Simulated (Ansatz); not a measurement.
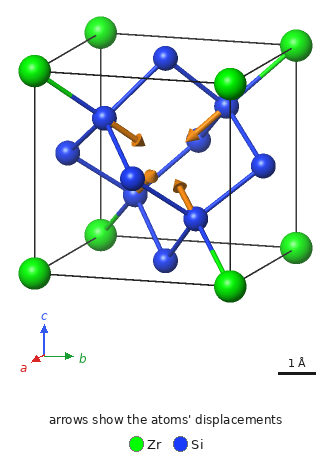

One vibrational mode of crystalline ZrSi7 (a generated structure) at the zone centre. Displacements are drawn as orange arrows; their common scale and sign are arbitrary. Style: ball-and-stick. Shown: the cell of the calculation, slightly off an axis.

The calculation used DFT PBEsol, scalar-relativistic, plane waves, PAW (Ansatz). Set-up: plane-wave cutoff 420 eV; k-point mesh 6 × 6 × 6; occupations fermi dirac; smearing width 0.15 eV; no spin polarisation.

The frequencies depend somewhat on the k-mesh and the smearing.

> Describe the mode and give its frequency.

This is the A₁ mode at 11.4 THz, optical level 5 of 8, counted from below, Raman-active by symmetry. The Zr and Si (3c) atoms stay at rest; atoms of one kind move against one another, with no net shift of their sublattice.
